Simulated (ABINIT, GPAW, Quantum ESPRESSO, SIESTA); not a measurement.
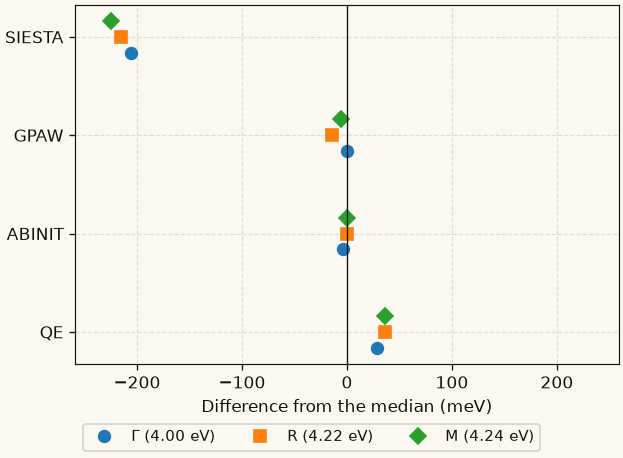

Lowest conduction level at each named k point, counted from the valence-band top at Γ, for rutile-type HfO2, space group P4_2/mnm (No. 136), 6 atoms in the cell; a = 4.814 Å, c = 3.205 Å (tetragonal axes). Four programs ran PBE (no spin polarisation, no spin-orbit coupling) on the same cell and 6×6×8 k mesh. The plot shows each result less the median of the plane-wave runs, which the legend gives. The cell is at 6 GPa in ABINIT.

Question: How well do the programs agree?

Answer: The plane-wave programs (ABINIT, GPAW and Quantum ESPRESSO) agree within 51 meV at these points. SIESTA departs by up to −225 meV (at M).

| program | kind | valence electrons | Γ (eV) | R (eV) | M (eV) |
| --- | --- | --- | --- | --- | --- |
| Quantum ESPRESSO | plane waves | 48 | 4.031 | 4.255 | 4.280 |
| ABINIT | plane waves | 48 | 3.998 | 4.219 | 4.244 |
| GPAW | plane waves | 48 | 4.002 | 4.205 | 4.238 |
| SIESTA | local basis | 48 | 3.796 | 4.004 | 4.019 |

Settings. SSSP 1.3 efficiency PBE, 816 eV cutoff, Fermi-Dirac smearing of 0.05 eV (Quantum ESPRESSO). JTH PAW PBE v2.0, 626 eV cutoff, Fermi-Dirac smearing of 0.05 eV (ABINIT 10.8.3 (patched build)). GPAW PAW data sets (gpaw-data 1.2.1), 800 eV cutoff, Fermi-Dirac smearing of 0.05 eV (GPAW). PseudoDojo 0.4 standard (PBE files), Fermi-Dirac smearing of 0.05 eV (SIESTA).

Spin-orbit coupling is left out, which matters for Hf. LDA, GGA and most meta-GGA functionals understate gaps. The usual form of HfO2 is monoclinic. SIESTA: the basis of atomic orbitals isn't converged, which shifts gaps and empty levels.
